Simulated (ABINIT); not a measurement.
**MnS: elastic calculation (part 1 of 4)**

System: MnS (Fm-3m, 2 atoms in the cell).
Method: Kohn-Sham DFT of a periodic cell, LDA, PseudoDojo NC SR LDA v0.4 stringent, spin-polarised (ABINIT 10.8.3).

The structure derives from an entry of the Crystallography Open Database.

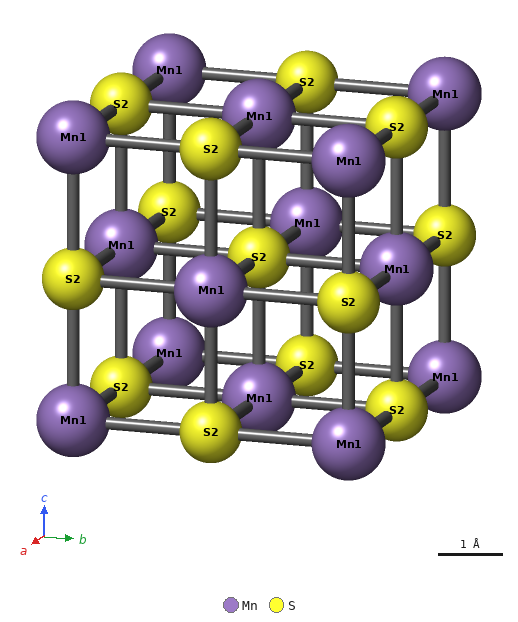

Fig. 1: The input geometry (ball-and-stick view of the cell 4 times as large as that of the calculation, set on its symmetry axes, seen slightly off an axis; atoms are numbered from 1 in the order of the input). An atom can appear more than once, as a periodic image. Near neighbours in the periodic cell (some may lie outside the picture): Mn has 6 S at 2.29 Å; S has 6 Mn at 2.29 Å.

## Input
```
# Datasets
ndtset 2

# Pseudopotentials
pp_dirpath "./"
pseudos "Mn.upf, S.upf"

# Structure
acell 3.2398505444 3.2398505444 3.2398505444 Angstrom
rprim
     0.0000000000     0.7071067812     0.7071067812
     0.7071067812     0.0000000000     0.7071067812
     0.7071067812     0.7071067812     0.0000000000
ntypat 2
znucl 25 16
natom 2
typat 1 2
chkprim 0
chksymtnons 0
tolsym 1.0e-6
xred
            0.0            0.0            0.0
            1/2            1/2            1/2

# Plane-wave basis
ecut 65.0
ecutsm 0.5

# k points
ngkpt 4 4 4
nshiftk 4
shiftk
     0.5000000000     0.5000000000     0.5000000000
     0.5000000000     0.0000000000     0.0000000000
     0.0000000000     0.5000000000     0.0000000000
     0.0000000000     0.0000000000     0.5000000000

# Exchange and correlation
ixc 7

# Bands and occupations
nband 20
occopt 3
tsmear 0.05 eV

# Spin
nsppol 2
spinat
     0.0000000000     0.0000000000     4.0000000000
     0.0000000000     0.0000000000     0.0000000000

# SCF cycle
nstep 80

# Output
prteig 0
prtebands 0
prtwf 0
prtden 0
prtpot 0

# Dataset 1: ground state
kptopt1 1
tolvrs1 1.0e-15
prtwf1 1
tolwfr1 1.0e-14
nbdbuf1 4
nline1 6

# Dataset 2: response at q = 0 to atomic displacements, strain
rfphon2 1
rfstrs2 3
rfatpol2 1 2
rfdir2 1 1 1
getwfk2 1
kptopt2 2
nqpt2 1
qpt2 0.0 0.0 0.0
tolvrs2 1.0e-8
```

## File mrgddb.in
```
merged_DDB
MnS
2
runo_DS1_DDB
runo_DS2_DDB
```

## File anaddb.abi
```
ddb_filepath "merged_DDB"
output_file "anaddb.abo"
outdata_prefix "ana"
asr 1
chneut 0
dipdip 0
dieflag 0
enunit 0
elaflag 3
instrflag 1
eivec 1
nph1l 1
qph1l 0.0 0.0 0.0 1.0
```

Run on 4 threads of AMD EPYC (Zen 3), 32 GiB of memory available, shared host.

Command:
```bash
mpirun --bind-to none -np 4 abinit run.abi > log 2>&1
mrgddb < mrgddb.in > mrgddb.log 2>&1
anaddb anaddb.abi > anaddb.log 2>&1
```

## What the program printed
```
.Version 10.8.3 of ABINIT
 DATASET    1 : space group Fm -3 m (#225); Bravais cF (face-center cubic)
================================================================================
 Values of the parameters that define the memory need for DATASET  1.
     intxc =       0    ionmov =       0      iscf =       7    lmnmax =       6
     lnmax =       6     mgfft =      48  mpssoang =       3    mqgrid =    3001
     natom =       2  nloc_mem =       1    nspden =       2   nspinor =       1
    nsppol =       2      nsym =      48    n1xccc =    2501    ntypat =       2
    occopt =       3   xclevel =       1
       mpw =        4070          nfft =      110592          nkpt =          10
================================================================================
================================================================================

 DATASET    2 : space group Fm -3 m (#225); Bravais cF (face-center cubic)
================================================================================
 Values of the parameters that define the memory need for DATASET  2 (RF).
     intxc =       0      iscf =       7    lmnmax =       6     lnmax =       6
     mgfft =      48  mpssoang =       3    mqgrid =    3001     natom =       2
  nloc_mem =       1    nspden =       2   nspinor =       1    nsppol =       2
      nsym =      48    n1xccc =    2501    ntypat =       2    occopt =       3
   xclevel =       1
      nfft =      110592          nkpt =         128
================================================================================
================================================================================

--------------------------------------------------------------------------------
------------- Echo of variables that govern the present computation ------------
--------------------------------------------------------------------------------
 -outvars: echo values of preprocessed input variables --------
            acell      6.1224302178E+00  6.1224302178E+00  6.1224302178E+00 Bohr
              amu      5.49380500E+01  3.20660000E+01
          chkprim           0
      chksymtnons           0
             ecut      6.50000000E+01 Hartree
           ecutsm      5.00000000E-01 Hartree
           getwfk1          0
           getwfk2          1
              ixc           7
           jdtset        1    2
                       outvar_i_n : Printing only first  50 k-points.
           kptopt1          1
           kptopt2          2
         kptrlatt        4   -4    4     -4    4    4     -4   -4    4
          kptrlen      3.46336954E+01
            natom           2
            nband1         20
            nband2         20
           nbdbuf1          4
           nbdbuf2          2
           ndtset           2
            ngfft          48      48      48
             nkpt1         10
             nkpt2        128
            nline1          6
            nline2          4
             nqpt1          0
             nqpt2          1
           nspden           2
           nsppol           2
            nstep          80
             nsym          48
           ntypat           2
                       prtocc : prtvol=0, do not print more k-points.
                       1.000000  1.000000  1.000000  1.000000  1.000000  1.000000
                       1.000000  1.000000  1.000000  1.000000  1.000000  0.000000
                       0.000000  0.000000  0.000000  0.000000  0.000000  0.000000
                       0.000000  0.000000
                       1.000000  1.000000  1.000000  1.000000  1.000000  1.000000
                       1.000000  1.000000  1.000000  1.000000  1.000000  0.000000
                       0.000000  0.000000  0.000000  0.000000  0.000000  0.000000
                       0.000000  0.000000
                       1.000000  1.000000  1.000000  1.000000  1.000000  1.000000
                       1.000000  1.000000  1.000000  1.000000  1.000000  0.000000
                       0.000000  0.000000  0.000000  0.000000  0.000000  0.000000
                       0.000000  0.000000
                       1.000000  1.000000  1.000000  1.000000  1.000000  1.000000
                       1.000000  1.000000  1.000000  1.000000  1.000000  0.000000
                       0.000000  0.000000  0.000000  0.000000  0.000000  0.000000
                       0.000000  0.000000
                       1.000000  1.000000  1.000000  1.000000  1.000000  1.000000
                       1.000000  1.000000  1.000000  1.000000  1.000000  0.000000
                       0.000000  0.000000  0.000000  0.000000  0.000000  0.000000
                       0.000000  0.000000
                       1.000000  1.000000  1.000000  1.000000  1.000000  1.000000
                       1.000000  1.000000  1.000000  1.000000  1.000000  0.000000
                       0.000000  0.000000  0.000000  0.000000  0.000000  0.000000
                       0.000000  0.000000
                       1.000000  1.000000  1.000000  1.000000  1.000000  1.000000
                       1.000000  1.000000  1.000000  1.000000  1.000000  0.000000
                       0.000000  0.000000  0.000000  0.000000  0.000000  0.000000
                       0.000000  0.000000
                       1.000000  1.000000  1.000000  1.000000  1.000000  1.000000
                       1.000000  1.000000  1.000000  1.000000  1.000000  0.000000
                       0.000000  0.000000  0.000000  0.000000  0.000000  0.000000
                       0.000000  0.000000
                       1.000000  1.000000  1.000000  1.000000  1.000000  1.000000
                       1.000000  1.000000  1.000000  1.000000  1.000000  0.000000
                       0.000000  0.000000  0.000000  0.000000  0.000000  0.000000
                       0.000000  0.000000
                       1.000000  1.000000  1.000000  1.000000  1.000000  1.000000
                       1.000000  1.000000  1.000000  1.000000  1.000000  0.000000
                       0.000000  0.000000  0.000000  0.000000  0.000000  0.000000
                       0.000000  0.000000
                       1.000000  1.000000  1.000000  1.000000  1.000000  1.000000
                       1.000000  1.000000  1.000000  1.000000  1.000000  0.000000
                       0.000000  0.000000  0.000000  0.000000  0.000000  0.000000
                       0.000000  0.000000
                       1.000000  1.000000  1.000000  1.000000  1.000000  1.000000
                       1.000000  1.000000  1.000000  1.000000  1.000000  0.000000
                       0.000000  0.000000  0.000000  0.000000  0.000000  0.000000
                       0.000000  0.000000
                       1.000000  1.000000  1.000000  1.000000  1.000000  1.000000
                       1.000000  1.000000  1.000000  1.000000  1.000000  0.000000
                       0.000000  0.000000  0.000000  0.000000  0.000000  0.000000
                       0.000000  0.000000
                       1.000000  1.000000  1.000000  1.000000  1.000000  1.000000
                       1.000000  1.000000  1.000000  1.000000  1.000000  0.000000
                       0.000000  0.000000  0.000000  0.000000  0.000000  0.000000
                       0.000000  0.000000
                       1.000000  1.000000  1.000000  1.000000  1.000000  1.000000
                       1.000000  1.000000  1.000000  1.000000  1.000000  0.000000
                       0.000000  0.000000  0.000000  0.000000  0.000000  0.000000
                       0.000000  0.000000
                       1.000000  1.000000  1.000000  1.000000  1.000000  1.000000
                       1.000000  1.000000  1.000000  1.000000  1.000000  0.000000
                       0.000000  0.000000  0.000000  0.000000  0.000000  0.000000
                       0.000000  0.000000
                       1.000000  1.000000  1.000000  1.000000  1.000000  1.000000
                       1.000000  1.000000  1.000000  1.000000  1.000000  0.000000
                       0.000000  0.000000  0.000000  0.000000  0.000000  0.000000
                       0.000000  0.000000
                       1.000000  1.000000  1.000000  1.000000  1.000000  1.000000
                       1.000000  1.000000  1.000000  1.000000  1.000000  0.000000
                       0.000000  0.000000  0.000000  0.000000  0.000000  0.000000
                       0.000000  0.000000
                       1.000000  1.000000  1.000000  1.000000  1.000000  1.000000
                       1.000000  1.000000  1.000000  1.000000  1.000000  0.000000
                       0.000000  0.000000  0.000000  0.000000  0.000000  0.000000
                       0.000000  0.000000
                       1.000000  1.000000  1.000000  1.000000  1.000000  1.000000
                       1.000000  1.000000  1.000000  1.000000  1.000000  0.000000
                       0.000000  0.000000  0.000000  0.000000  0.000000  0.000000
                       0.000000  0.000000
                       1.000000  1.000000  1.000000  1.000000  1.000000  1.000000
                       1.000000  1.000000  1.000000  1.000000  1.000000  0.000000
                       0.000000  0.000000  0.000000  0.000000  0.000000  0.000000
                       0.000000  0.000000
                       1.000000  1.000000  1.000000  1.000000  1.000000  1.000000
                       1.000000  1.000000  1.000000  1.000000  1.000000  0.000000
                       0.000000  0.000000  0.000000  0.000000  0.000000  0.000000
                       0.000000  0.000000
                       1.000000  1.000000  1.000000  1.000000  1.000000  1.000000
                       1.000000  1.000000  1.000000  1.000000  1.000000  0.000000
                       0.000000  0.000000  0.000000  0.000000  0.000000  0.000000
                       0.000000  0.000000
                       1.000000  1.000000  1.000000  1.000000  1.000000  1.000000
                       1.000000  1.000000  1.000000  1.000000  1.000000  0.000000
                       0.000000  0.000000  0.000000  0.000000  0.000000  0.000000
                       0.000000  0.000000
                       1.000000  1.000000  1.000000  1.000000  1.000000  1.000000
                       1.000000  1.000000  1.000000  1.000000  1.000000  0.000000
                       0.000000  0.000000  0.000000  0.000000  0.000000  0.000000
                       0.000000  0.000000
                       1.000000  1.000000  1.000000  1.000000  1.000000  1.000000
                       1.000000  1.000000  1.000000  1.000000  1.000000  0.000000
                       0.000000  0.000000  0.000000  0.000000  0.000000  0.000000
                       0.000000  0.000000
                       1.000000  1.000000  1.000000  1.000000  1.000000  1.000000
                       1.000000  1.000000  1.000000  1.000000  1.000000  0.000000
                       0.000000  0.000000  0.000000  0.000000  0.000000  0.000000
                       0.000000  0.000000
                       1.000000  1.000000  1.000000  1.000000  1.000000  1.000000
                       1.000000  1.000000  1.000000  1.000000  1.000000  0.000000
                       0.000000  0.000000  0.000000  0.000000  0.000000  0.000000
                       0.000000  0.000000
                       1.000000  1.000000  1.000000  1.000000  1.000000  1.000000
                       1.000000  1.000000  1.000000  1.000000  1.000000  0.000000
                       0.000000  0.000000  0.000000  0.000000  0.000000  0.000000
                       0.000000  0.000000
                       1.000000  1.000000  1.000000  1.000000  1.000000  1.000000
                       1.000000  1.000000  1.000000  1.000000  1.000000  0.000000
                       0.000000  0.000000  0.000000  0.000000  0.000000  0.000000
                       0.000000  0.000000
                       1.000000  1.000000  1.000000  1.000000  1.000000  1.000000
                       1.000000  1.000000  1.000000  1.000000  1.000000  0.000000
                       0.000000  0.000000  0.000000  0.000000  0.000000  0.000000
                       0.000000  0.000000
                       1.000000  1.000000  1.000000  1.000000  1.000000  1.000000
                       1.000000  1.000000  1.000000  1.000000  1.000000  0.000000
                       0.000000  0.000000  0.000000  0.000000  0.000000  0.000000
                       0.000000  0.000000
                       1.000000  1.000000  1.000000  1.000000  1.000000  1.000000
                       1.000000  1.000000  1.000000  1.000000  1.000000  0.000000
                       0.000000  0.000000  0.000000  0.000000  0.000000  0.000000
                       0.000000  0.000000
                       1.000000  1.000000  1.000000  1.000000  1.000000  1.000000
                       1.000000  1.000000  1.000000  1.000000  1.000000  0.000000
                       0.000000  0.000000  0.000000  0.000000  0.000000  0.000000
                       0.000000  0.000000
                       1.000000  1.000000  1.000000  1.000000  1.000000  1.000000
                       1.000000  1.000000  1.000000  1.000000  1.000000  0.000000
                       0.000000  0.000000  0.000000  0.000000  0.000000  0.000000
                       0.000000  0.000000
                       1.000000  1.000000  1.000000  1.000000  1.000000  1.000000
                       1.000000  1.000000  1.000000  1.000000  1.000000  0.000000
                       0.000000  0.000000  0.000000  0.000000  0.000000  0.000000
                       0.000000  0.000000
                       1.000000  1.000000  1.000000  1.000000  1.000000  1.000000
                       1.000000  1.000000  1.000000  1.000000  1.000000  0.000000
                       0.000000  0.000000  0.000000  0.000000  0.000000  0.000000
                       0.000000  0.000000
                       1.000000  1.000000  1.000000  1.000000  1.000000  1.000000
                       1.000000  1.000000  1.000000  1.000000  1.000000  0.000000
                       0.000000  0.000000  0.000000  0.000000  0.000000  0.000000
                       0.000000  0.000000
                       1.000000  1.000000  1.000000  1.000000  1.000000  1.000000
                       1.000000  1.000000  1.000000  1.000000  1.000000  0.000000
                       0.000000  0.000000  0.000000  0.000000  0.000000  0.000000
                       0.000000  0.000000
                       1.000000  1.000000  1.000000  1.000000  1.000000  1.000000
                       1.000000  1.000000  1.000000  1.000000  1.000000  0.000000
                       0.000000  0.000000  0.000000  0.000000  0.000000  0.000000
                       0.000000  0.000000
                       1.000000  1.000000  1.000000  1.000000  1.000000  1.000000
                       1.000000  1.000000  1.000000  1.000000  1.000000  0.000000
                       0.000000  0.000000  0.000000  0.000000  0.000000  0.000000
                       0.000000  0.000000
                       1.000000  1.000000  1.000000  1.000000  1.000000  1.000000
                       1.000000  1.000000  1.000000  1.000000  1.000000  0.000000
                       0.000000  0.000000  0.000000  0.000000  0.000000  0.000000
                       0.000000  0.000000
                       1.000000  1.000000  1.000000  1.000000  1.000000  1.000000
                       1.000000  1.000000  1.000000  1.000000  1.000000  0.000000
                       0.000000  0.000000  0.000000  0.000000  0.000000  0.000000
                       0.000000  0.000000
                       1.000000  1.000000  1.000000  1.000000  1.000000  1.000000
                       1.000000  1.000000  1.000000  1.000000  1.000000  0.000000
                       0.000000  0.000000  0.000000  0.000000  0.000000  0.000000
                       0.000000  0.000000
                       1.000000  1.000000  1.000000  1.000000  1.000000  1.000000
                       1.000000  1.000000  1.000000  1.000000  1.000000  0.000000
                       0.000000  0.000000  0.000000  0.000000  0.000000  0.000000
                       0.000000  0.000000
                       1.000000  1.000000  1.000000  1.000000  1.000000  1.000000
                       1.000000  1.000000  1.000000  1.000000  1.000000  0.000000
                       0.000000  0.000000  0.000000  0.000000  0.000000  0.000000
                       0.000000  0.000000
                       1.000000  1.000000  1.000000  1.000000  1.000000  1.000000
                       1.000000  1.000000  1.000000  1.000000  1.000000  0.000000
                       0.000000  0.000000  0.000000  0.000000  0.000000  0.000000
                       0.000000  0.000000
                       1.000000  1.000000  1.000000  1.000000  1.000000  1.000000
                       1.000000  1.000000  1.000000  1.000000  1.000000  0.000000
                       0.000000  0.000000  0.000000  0.000000  0.000000  0.000000
                       0.000000  0.000000
                       1.000000  1.000000  1.000000  1.000000  1.000000  1.000000
                       1.000000  1.000000  1.000000  1.000000  1.000000  0.000000
                       0.000000  0.000000  0.000000  0.000000  0.000000  0.000000
                       0.000000  0.000000
                       1.000000  1.000000  1.000000  1.000000  1.000000  1.000000
                       1.000000  1.000000  1.000000  1.000000  1.000000  0.000000
                       0.000000  0.000000  0.000000  0.000000  0.000000  0.000000
                       0.000000  0.000000
                       prtocc : prtvol=0, do not print more k-points.
           occopt           3
        optdriver1          0
        optdriver2          1
           prtden           0
        prtebands           0
           prteig           0
            prtwf1          1
            prtwf2          0
           rfphon1          0
```
